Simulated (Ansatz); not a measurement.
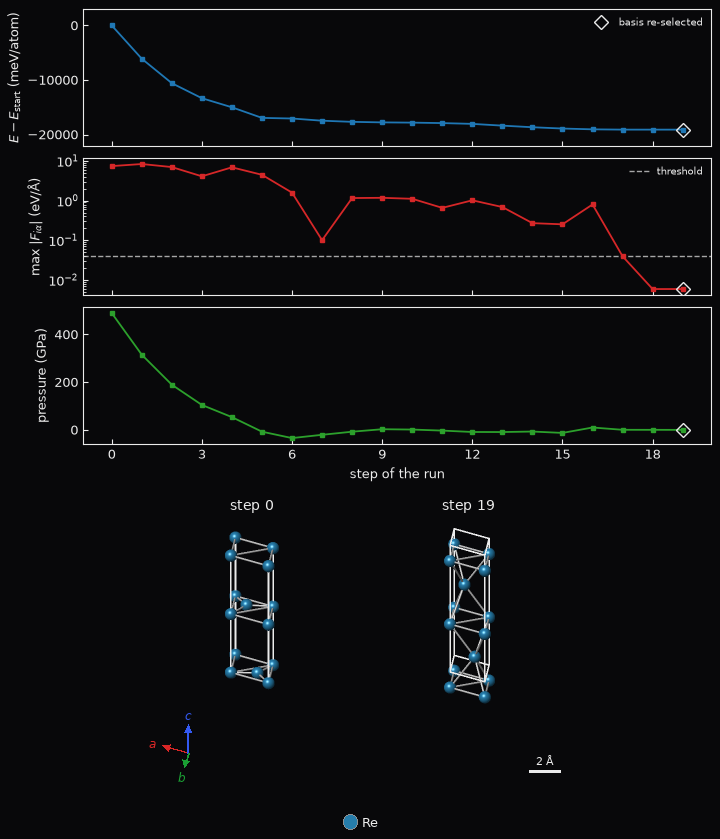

First and last geometry of a relaxation of a crystal of Re (built on the C_186 type) (coarse preliminary run), with the history of the run. Style: ball-and-stick. Shown: the cell of the calculation, from a free direction.

Case: C type (P6_3mc, No. 186).

Theory: DFT PBE, scalar-relativistic, plane waves, PAW in Ansatz. (plane-wave cutoff 420 eV; k-point mesh 6 × 6 × 2; occupations gaussian; smearing width 0.1 eV; no spin polarisation; cell and atoms relaxed; force threshold 0.04 eV/Å; at most 70 steps)

**What do the curves and the structures tell?**

It converged. The largest moves relative to the cell, 1.09 Å, are those of Re atoms. The volume changes by −7.3 %, with a = b 3.004 → 2.781 Å (−7.4 %), c 8.259 → 8.936 Å (+8.2 %). Some distances before and after: Re–Re 4.441 → 2.752 Å, Re–Re 1.735 → 2.751 Å, Re–Re 3.004 → 2.781 Å. New bonds form: Re–Re (4.44 → 2.75 Å). The space group (tolerance 0.01 Å) goes from P6_3mc (No. 186) to P6_3/mmc (No. 194). Over 18 accepted moves (19 points after the start) the energy falls by 19106 meV per atom. The largest force component goes from 7.4 to 0.0059 eV/Å. Pressure: 489.61 GPa at the start and −0.14 GPa at the end. The SCF was repeated once at an unchanged geometry on a basis and grid sized afresh for the cell, which shifted the energy by 0.5 meV per atom at most.

Limits of the set-up: the k-point mesh is coarse for a cell with partly filled bands.
